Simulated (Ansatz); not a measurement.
# Run report: GaP, geometry relaxation

GaP (2 atoms in the cell), computed with DFT PBE, scalar-relativistic, plane waves, PAW, no spin polarisation (Ansatz 0.2.0).

The structure derives from a Materials Project entry. Figures and captions count atoms from 1; the log counts them from 0 in places.

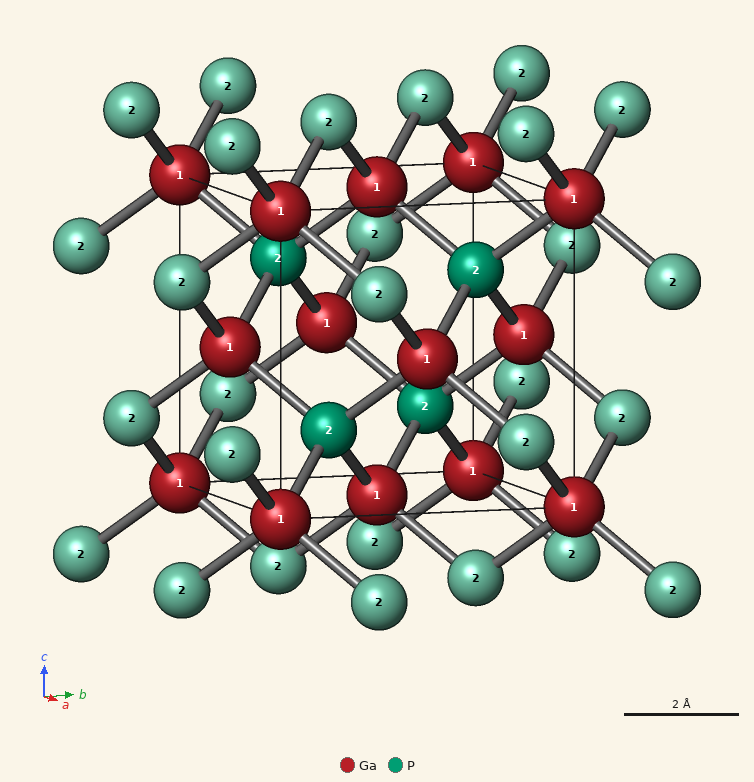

Fig. 1: The input geometry (ball-and-stick view of the cell 4 times as large as that of the calculation, set on its symmetry axes, seen slightly off an axis; neighbours outside the cell are drawn fainter; atoms are numbered from 1 in the order of the input). Near neighbours in the crystal (not all of them lie inside the picture): Ga has 4 P at 2.36 Å; P has 4 Ga at 2.36 Å.

### Key numbers

| quantity | value |
| --- | --- |
| outcome | converged |
| space group (tolerance 0.01 Å) | F-43m (216) |
| electrons treated | 18 |
| free energy | −4539.5574 eV |
| Fermi energy | 7.505 eV |
| gap on the k-point mesh | 1.58 eV |
| pressure | 0.04 GPa |
| final volume | 41.71 Å³ |
| largest force (length of the vector) at the end | under 0.001 eV/Å |
| final cell | a = 3.893 Å, b = 3.893 Å, c = 3.893 Å, α = 60.00°, β = 60.00°, γ = 60.00° |
| hardware | 8 threads of Arm Neoverse V2, 24 GiB of memory available, shared host |
| wall time | 1.4 s (CPU time 8.5 s) |
| peak memory | 0.37 GiB |

### The input
```yaml
crystal:
  lattice:
    - [0.0, 2.7258124945, 2.7258124945]
    - [2.7258124945, 0.0, 2.7258124945]
    - [2.7258124945, 2.7258124945, 0.0]
  atoms:
    - { symbol: Ga, position: [0.0, 0.0, 0.0] }
    - { symbol: P, position: [0.25, 0.25, 0.25] }
basis:
  ecutwfc: 420
kpoints:
  mp_grid: { grid: [8, 8, 8] }
hamiltonian:
  xc: pbe
scf:
  occupations: { method: gaussian, width: 0.02 }
output:
  forces: true
  stress: true
  eigenvalues: true
relax:
  adjacent_minimum: "off"
  f_tol: 0.005
  max_steps: 80
  cell: { stress_tol: 0.05 }
```

Launch command:
```bash
ansatz run input.yaml --threads 8 --pin off --max-ram 16384MiB --backend cpu --events-out ev --progress --plain --runs-dir out
```

### Output
```
Engine: ansatz 0.2.0, aarch64-unknown-linux-gnu
Pseudopotentials: kind: paw
Pseudopotential: Ga, paw, valence charge 13, recommended cutoff 420 eV (normal), Ga.paw.azcp
Pseudopotential: P, paw, valence charge 5, recommended cutoff 420 eV (normal), P.paw.azcp
Functional definition: PBE
  parameter kappa = 0.804
  parameter beta = 0.06672455060314922
  exchange = pbe_x(kappa = kappa, mu = beta*pi^2/3)
  correlation = pbe_c(beta = beta)
Crystal: 2 atoms, lattice volume = 40.506 Å³
Basis set: ecut = 420 eV, 749 PW (Γ), exchange–correlation on 54×54×54 points (8 copies of the dense FFT grid, shifted against one another)
Bands: 13, of which v1, the nominal top of the filled ones, is band 9 counted from 1 (8 counted from 0)
Symmetry: 24 space group operations
Space group: F-43m (ITA 216), of the structure as read, at distance tolerance 3.4e-5 Å
k-points: 29 of 512 (time reversal used)
Non-local potential: Ga, projectors of the file, l = 0: 2, l = 1: 2, l = 2: 3, l = 3: 1
Non-local potential: P, projectors of the file, l = 0: 2, l = 1: 2, l = 2: 2
PAW form: soft (Blöchl's): semilocal exchange-correlation on the pseudo side does not see the compensation charge
PAW one-centre angular grid: Ga, 590 points (default); XC on 64 Gauss nodes
PAW one-centre angular grid: P, 110 points (default); XC on 64 Gauss nodes
Initial density: superposition of atomic densities (neutral atoms: chi_scale 0, normalization atom), corrected by the library's trained network
Initial wavefunctions: pseudopotential atomic-orbital guess
Functional: x = pbe(κ = 0.804, μ = 0.2195149727645171), c = pbe(β = 0.06672455060314922)
SCF iter   1: F=—  HF=-4539.549300 eV  |F-HF|=—  |Δ(HF+E_count)|=         —  Δρ=1.57e-3  dr2=1.34e-3  ethr=1.77e-3  ⟨swp⟩=6.6  Hψ=2582  notcnv=0
preconditioner: auto → none  [insulator: Δε(μ)=1.631 eV  Ē_g=15.510 eV  σ=0.020 eV  W_gap=1.00  n_scr=14 (ndim 8)  ℏωp=24.8 eV  f_vac=0.013  D(μ)=0.00/eV (n_scr^D=0)  ε∞_Penn≈3.5]
SCF iter   2: F=—  HF=-4539.548426 eV  |F-HF|=—  |Δ(HF+E_count)|=   8.74e-4  Δρ=1.30e-3  dr2=4.63e-4  ethr=7.43e-6  ⟨swp⟩=2.5  Hψ=1006  notcnv=0
SCF iter   3: F=—  HF=-4539.548223 eV  |F-HF|=—  |Δ(HF+E_count)|=   2.02e-4  Δρ=4.32e-4  dr2=5.75e-5  ethr=2.57e-6  ⟨swp⟩=2.0  Hψ=739  notcnv=0
SCF iter   4: F=—  HF=-4539.548272 eV  |F-HF|=—  |Δ(HF+E_count)|=   4.84e-5  Δρ=1.26e-4  dr2=4.25e-6  ethr=3.19e-7  ⟨swp⟩=2.0  Hψ=642  notcnv=0
SCF iter   5: F=—  HF=-4539.548272 eV  |F-HF|=—  |Δ(HF+E_count)|=   2.27e-7  Δρ=3.18e-5  dr2=4.35e-7  ethr=2.36e-8  ⟨swp⟩=2.0  Hψ=635  notcnv=0
SCF iter   6: F=-4539.548273 eV  HF=-4539.548273 eV  |F-HF|=2.45e-8  |Δ(HF+E_count)|=   4.53e-7  Δρ=1.06e-5  dr2=2.86e-8  ethr=5.56e-10  ⟨swp⟩=7.0  Hψ=2014  notcnv=0
SCF 1 converged in 6 iterations: F = -4539.548273 eV  dr2 = 2.86e-8
  greatest PAW one-centre occupation: 0.994 electrons in one spin orbital (limit 2), on the Ga atom at site 0 (counted from 0), in its partial waves of l = 2
relax step   1: F+E_penalty+E_count = -4539.54827257 eV  Δ(F+E_penalty+E_count) = +0.000e0 eV  max|allowed force component| = 2.405e-16 eV/Å  Δτ_max = 0.0000 Å  P = +2.451 GPa  Ω = 40.506 Å³  (6 SCF iters, dr2 threshold 1.00e-7 eV, accepted)
Crystal: 2 atoms, lattice volume = 41.341 Å³
Basis set: ecut = 420 eV, 869 PW (Γ), exchange–correlation on 54×54×54 points (8 copies of the dense FFT grid, shifted against one another)
Initial density: handed on by an earlier stage of this run
Initial wavefunctions: those handed on with the density
iter 1 solved again at ethr=3.22e-6 eV; its pass at ethr=3.10e-3 eV (dr2=5.79e-4 eV) is discarded
SCF iter   1: F=—  HF=-4539.556382 eV  |F-HF|=—  |Δ(HF+E_count)|=         —  Δρ=1.02e-3  dr2=6.21e-4  ethr=3.22e-6  ⟨swp⟩=2.0  Hψ=2773  notcnv=0
preconditioner: auto → none  [insulator: Δε(μ)=1.603 eV  Ē_g=15.420 eV  σ=0.020 eV  W_gap=1.00  n_scr=14 (ndim 8)  ℏωp=24.5 eV  f_vac=0.013  D(μ)=0.00/eV (n_scr^D=0)  ε∞_Penn≈3.5]
SCF iter   2: F=—  HF=-4539.556273 eV  |F-HF|=—  |Δ(HF+E_count)|=   1.08e-4  Δρ=4.09e-4  dr2=7.20e-5  ethr=3.22e-6  ⟨swp⟩=2.0  Hψ=486  notcnv=0
SCF iter   3: F=—  HF=-4539.556284 eV  |F-HF|=—  |Δ(HF+E_count)|=   1.08e-5  Δρ=1.68e-4  dr2=1.09e-5  ethr=4.00e-7  ⟨swp⟩=3.0  Hψ=665  notcnv=0
SCF iter   4: F=—  HF=-4539.556285 eV  |F-HF|=—  |Δ(HF+E_count)|=   1.26e-6  Δρ=4.32e-5  dr2=5.13e-7  ethr=6.07e-8  ⟨swp⟩=2.0  Hψ=638  notcnv=0
SCF iter   5: F=-4539.556285 eV  HF=-4539.556285 eV  |F-HF|=7.73e-8  |Δ(HF+E_count)|=   6.77e-9  Δρ=1.39e-5  dr2=5.29e-8  ethr=1.11e-9  ⟨swp⟩=7.0  Hψ=2078  notcnv=0
SCF 2 converged in 5 iterations: F = -4539.556285 eV  dr2 = 5.29e-8
relax step   2: F+E_penalty+E_count = -4539.55628539 eV  Δ(F+E_penalty+E_count) = -8.013e-3 eV  max|allowed force component| = 8.905e-17 eV/Å  Δτ_max = 0.0000 Å  P = +0.736 GPa  Ω = 41.341 Å³  energy of the carried Pulay correction = -2.136e-4 eV  (5 SCF iters, dr2 threshold 2.00e-7 eV, accepted)
Crystal: 2 atoms, lattice volume = 41.710 Å³
iter 1 solved again at ethr=6.25e-7 eV; its pass at ethr=3.10e-3 eV (dr2=1.12e-4 eV) is discarded
SCF iter   1: F=—  HF=-4539.557093 eV  |F-HF|=—  |Δ(HF+E_count)|=         —  Δρ=4.32e-4  dr2=1.14e-4  ethr=6.25e-7  ⟨swp⟩=2.3  Hψ=2696  notcnv=0
preconditioner: auto → none  [insulator: Δε(μ)=1.580 eV  Ē_g=15.380 eV  σ=0.020 eV  W_gap=1.00  n_scr=14 (ndim 8)  ℏωp=24.4 eV  f_vac=0.013  D(μ)=0.00/eV (n_scr^D=0)  ε∞_Penn≈3.5]
SCF iter   2: F=—  HF=-4539.557074 eV  |F-HF|=—  |Δ(HF+E_count)|=   1.88e-5  Δρ=1.77e-4  dr2=1.35e-5  ethr=6.25e-7  ⟨swp⟩=2.0  Hψ=480  notcnv=0
SCF iter   3: F=—  HF=-4539.557076 eV  |F-HF|=—  |Δ(HF+E_count)|=   2.18e-6  Δρ=6.83e-5  dr2=1.90e-6  ethr=7.49e-8  ⟨swp⟩=2.9  Hψ=664  notcnv=0
SCF iter   4: F=-4539.557077 eV  HF=-4539.557077 eV  |F-HF|=1.19e-7  |Δ(HF+E_count)|=   4.16e-7  Δρ=1.88e-5  dr2=9.45e-8  ethr=1.11e-9  ⟨swp⟩=4.9  Hψ=2205  notcnv=0
SCF 3 converged in 4 iterations: F = -4539.557077 eV  dr2 = 9.45e-8
relax step   3: F+E_penalty+E_count = -4539.55707667 eV  Δ(F+E_penalty+E_count) = -7.913e-4 eV  max|allowed force component| = 7.864e-17 eV/Å  Δτ_max = 0.0000 Å  P = +0.036 GPa  Ω = 41.710 Å³  energy of the carried Pulay correction = -3.066e-4 eV  (4 SCF iters, dr2 threshold 2.00e-7 eV, accepted)
Initial wavefunctions: pseudopotential atomic-orbital guess (no wavefunctions were taken with the density)
iter 1 solved again at ethr=1.14e-6 eV; its pass at ethr=3.10e-3 eV (dr2=2.06e-4 eV) is discarded
SCF iter   1: F=—  HF=-4539.556294 eV  |F-HF|=—  |Δ(HF+E_count)|=         —  Δρ=3.42e-4  dr2=1.13e-6  ethr=1.14e-6  ⟨swp⟩=3.1  Hψ=3446  notcnv=0
preconditioner: auto → none  [insulator: Δε(μ)=1.583 eV  Ē_g=15.379 eV  σ=0.020 eV  W_gap=1.00  n_scr=14 (ndim 8)  ℏωp=24.4 eV  f_vac=0.011  D(μ)=0.00/eV (n_scr^D=0)  ε∞_Penn≈3.5]
SCF iter   2: F=—  HF=-4539.557127 eV  |F-HF|=—  |Δ(HF+E_count)|=   8.33e-4  Δρ=1.73e-4  dr2=4.87e-7  ethr=6.27e-9  ⟨swp⟩=2.2  Hψ=655  notcnv=0
SCF iter   3: F=—  HF=-4539.557352 eV  |F-HF|=—  |Δ(HF+E_count)|=   2.25e-4  Δρ=7.02e-5  dr2=7.66e-8  ethr=2.71e-9  ⟨swp⟩=2.0  Hψ=649  notcnv=0
SCF iter   4: F=—  HF=-4539.557395 eV  |F-HF|=—  |Δ(HF+E_count)|=   4.34e-5  Δρ=3.82e-6  dr2=1.31e-9  ethr=4.26e-10  ⟨swp⟩=2.0  Hψ=645  notcnv=0
SCF iter   5: F=—  HF=-4539.557395 eV  |F-HF|=—  |Δ(HF+E_count)|=   9.18e-8  Δρ=4.45e-7  dr2=6.91e-11  ethr=7.26e-12  ⟨swp⟩=2.1  Hψ=644  notcnv=0
SCF iter   6: F=-4539.557395 eV  HF=-4539.557395 eV  |F-HF|=1.04e-10  |Δ(HF+E_count)|=  2.27e-10  Δρ=1.88e-7  dr2=9.11e-12  ethr=1.00e-12  ⟨swp⟩=7.0  Hψ=2017  notcnv=0
SCF 4 converged in 6 iterations: F = -4539.557395 eV  dr2 = 9.11e-12
relax step   4: F+E_penalty+E_count = -4539.55739522 eV  Δ(F+E_penalty+E_count) = -3.185e-4 eV  max|allowed force component| = 1.029e-16 eV/Å  Δτ_max = 0.0000 Å  P = +0.040 GPa  Ω = 41.710 Å³  stress off target by 3.98e-2 GPa  SCF on the basis re-selected at this cell (its energy is not comparable with the rows above)  (6 SCF iters)
```

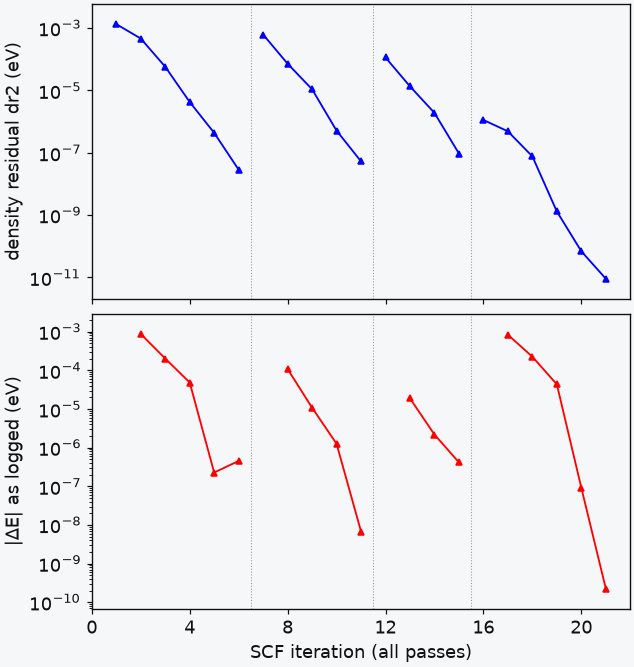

Fig. 2: Convergence of the self-consistent field: density residual dr2 and size of the energy change against the SCF iteration. The dotted lines part the SCF passes of the relaxation: geometry steps, rejected trials and re-solves on a re-selected basis. The passes take 6, 5, 4 and 6 iterations.

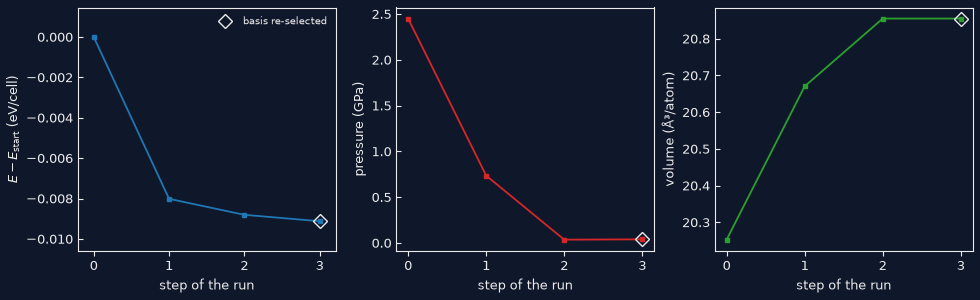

Fig. 3: Progress of the relaxation, step by step (the first geometry is step 0 here and step 1 in the log).

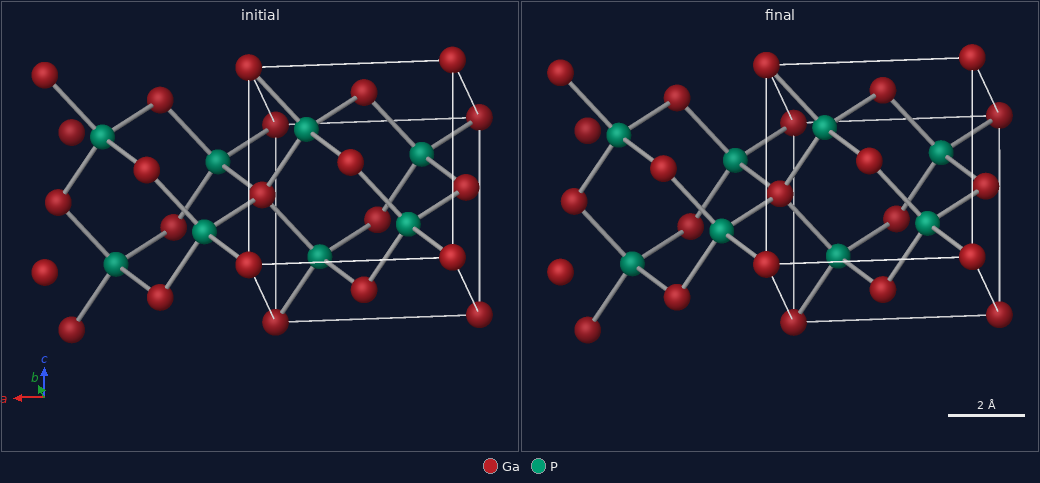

Fig. 4: Before (left) and after (right) the relaxation, at one scale (ball-and-stick view of the cell 4 times as large as that of the calculation, set on its symmetry axes, repeated 2 × 1 × 1, seen at an oblique angle). No atom moves by more than 0.005 Å relative to the cell. The drawn cell changes as follows: a = b = c 5.452 → 5.505 Å (+1.0 %); the volume changes by +3.0 %. Among the contacts that change: Ga1–P2 2.361 → 2.384 Å. The space group stays F-43m (No. 216). After 2 geometry steps the energy has fallen by 8.8 meV per cell of the calculation. All forces vanish by symmetry, so only the cell relaxes. Pressure: 2.45 GPa at the start and 0.04 GPa at the end. A last SCF at the same geometry on a re-selected plane-wave basis shifts the energy by −0.3 meV per cell of the calculation. (Atoms are counted from 1 in the order of the input.)

```
basis re-selected at this cell: Δ(F+E_penalty+E_count) = -3.185e-4 eV, ΔP = +0.003 GPa vs the last step (what re-selecting the basis moved, of the pressure what is left beyond the Pulay correction that the steps carried, after the strain that the cell walked since its last selection, with what the two solves' SCF thresholds leave and, on support functions, any second-order correction that the steps lacked; it is no measure of the basis error at this ecutwfc). This SCF's stress stands 3.98e-2 GPa from its target on what of the cell is left free (relax.cell.stress_tol is 5.00e-2 GPa) and its largest allowed force component is 1.03e-16 eV/Å (relax.f_tol is 5.00e-3 eV/Å): within both
SCF converged after 6 iterations
Free energy (F): -4539.557395 eV
Harris-Foulkes:  -4539.557395 eV  (|F-HF|=1.04e-10)
Internal energy: -4539.557395 eV  (E = F + TS)
E sigma→0 (E₀):  -4539.557395 eV
Fermi energy:    7.504863 eV
--- Per-component energies (eV) ---
  E_band       = -63.679826
  E_kinetic    = 185.390559
  E_local      = -2220.447420  (includes V_loc(G=0)·N_el)
  E_nonlocal   = 458.829239
  E_hartree    = 1025.160464
  E_xc         = -130.312300
  E_vxc        = -118.411546  (∫ρ·V_xc dr)
  E_paw        = -2558.555828  (= ΣΔE_a)
  E_vpaw       = -419.361489  (= ΣTr[D̂ρ^β])
  E_aug_tail   = -0.000086  (compensation charges beyond the density's cutoff)
  E_ewald      = -1299.622024
  E_smearing   = -0.000000  (= −TS)
  E_closure    = -0.000000  (closes the sum)
  Σ components = -4539.557395   (vs F -4539.557395, Δ=0.00e0)
--- Forces (eV/Å), atoms counted from 1 ---
  atom   1  Ga     0.00000000    -0.00000000    -0.00000000
  atom   2  P     -0.00000000     0.00000000     0.00000000
  max |Σ_I F_I| component: 9.02e-17 eV/Å
--- Stress (GPa, compression-positive) ---
        0.039848       0.000000       0.000000
        0.000000       0.039848       0.000000
        0.000000       0.000000       0.039848
  P = ⅓ Tr σ = 0.0398 GPa (0.398 kbar)
--- Band table (eV; the first three rows and the last of 29) ---
  k-point 0: bands = ["-7.7711", "-7.7711", "-7.7711", "-7.6804", "-7.6804", "-5.5576", "6.7134", "6.7134", "6.7134", "8.2960", "10.6054", "10.6054", "10.6054"]
  k-point 1: bands = ["-7.7830", "-7.7668", "-7.7668", "-7.6803", "-7.6803", "-5.3631", "5.0887", "6.4947", "6.4947", "8.9990", "10.9414", "10.9414", "11.1171"]
  k-point 2: bands = ["-7.8098", "-7.7577", "-7.7577", "-7.6791", "-7.6791", "-4.8124", "2.9029", "6.0790", "6.0790", "8.7664", "11.4374", "11.4374", "12.9087"]
  k-point 28: bands = ["-7.8603", "-7.7361", "-7.7165", "-7.6938", "-7.6723", "-2.6468", "0.2926", "3.2782", "3.4357", "11.4079", "11.4452", "12.7273", "12.8635"]
--- Relaxed structure (3 steps of the walk, 3 accepted, 1 SCFs on fresh bases) ---
  F+E_penalty+E_count = -4539.55739522 eV   max|allowed force component| = 1.029e-16 eV/Å   (the final SCF, on the basis selected at the relaxed cell)
  cell:  # Å, volume = 41.7099 Å³
    - [1.3630120187995704e-33, 2.752558488458619, 2.752558488458619]
    - [2.752558488458619, 2.3438711351319713e-33, 2.752558488458619]
    - [2.752558488458619, 2.752558488458619, 2.891623628668247e-33]
  atoms:
    - { symbol: Ga, position: [-3.886039379268755e-34, 5.593541530765632e-34, 3.82715999473438e-34] }
    - { symbol: P, position: [0.25, 0.25, 0.25] }
```

### Trajectory as extended XYZ (Å, eV, eV/Å), 4 frames, from step=1 to step=4
```
2
Lattice="0.0000 2.7258 2.7258 2.7258 0.0000 2.7258 2.7258 2.7258 0.0000" Properties=species:S:1:pos:R:3:forces:R:3 step=1 energy=-4539.54827 pressure_GPa=2.45
Ga    0.0000    0.0000    0.0000    0.0000   0.0000   0.0000
P     1.3629    1.3629    1.3629    0.0000   0.0000   0.0000
2
Lattice="0.0000 2.7444 2.7444 2.7444 0.0000 2.7444 2.7444 2.7444 0.0000" Properties=species:S:1:pos:R:3:forces:R:3 step=2 energy=-4539.55628 pressure_GPa=0.74
Ga    0.0000    0.0000    0.0000    0.0000   0.0000   0.0000
P     1.3722    1.3722    1.3722    0.0000   0.0000   0.0000
2
Lattice="0.0000 2.7526 2.7526 2.7526 0.0000 2.7526 2.7526 2.7526 0.0000" Properties=species:S:1:pos:R:3:forces:R:3 step=3 energy=-4539.55708 pressure_GPa=0.04
Ga    0.0000    0.0000    0.0000    0.0000   0.0000   0.0000
P     1.3763    1.3763    1.3763    0.0000   0.0000   0.0000
2
Lattice="0.0000 2.7526 2.7526 2.7526 0.0000 2.7526 2.7526 2.7526 0.0000" Properties=species:S:1:pos:R:3:forces:R:3 step=4 energy=-4539.55739 pressure_GPa=0.04
Ga    0.0000    0.0000    0.0000    0.0000   0.0000   0.0000
P     1.3763    1.3763    1.3763    0.0000   0.0000   0.0000
```
